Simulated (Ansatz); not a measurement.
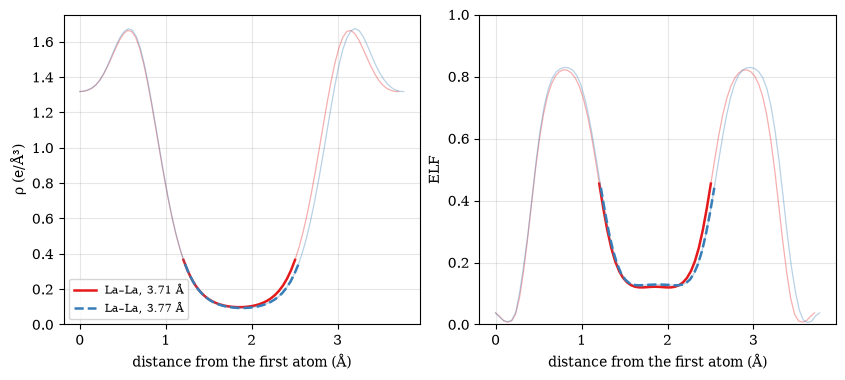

La. Valence charge density (pseudo) and electron localisation function along straight lines between neighbouring atoms. Thin, pale parts lie inside the atomic spheres.

Space group P6₃/mmc.

Level of theory: DFT, PBE, PAW with Ansatz's default frozen-core files, scalar-relativistic (Ansatz 0.2.0).

Core electrons are frozen (PAW), and the valence fields are smoothed inside the atomic spheres.

> Compare the contacts.

La–La (3.71 Å): ρ at the midpoint is about 0.1 e/Å³; the ELF is about 0.10 at the midpoint: no shared electron pair shows on this line.
La–La (3.77 Å): ρ is about 0.09 e/Å³ halfway; the ELF is about 0.15 at the midpoint: no localised pair shows between them.
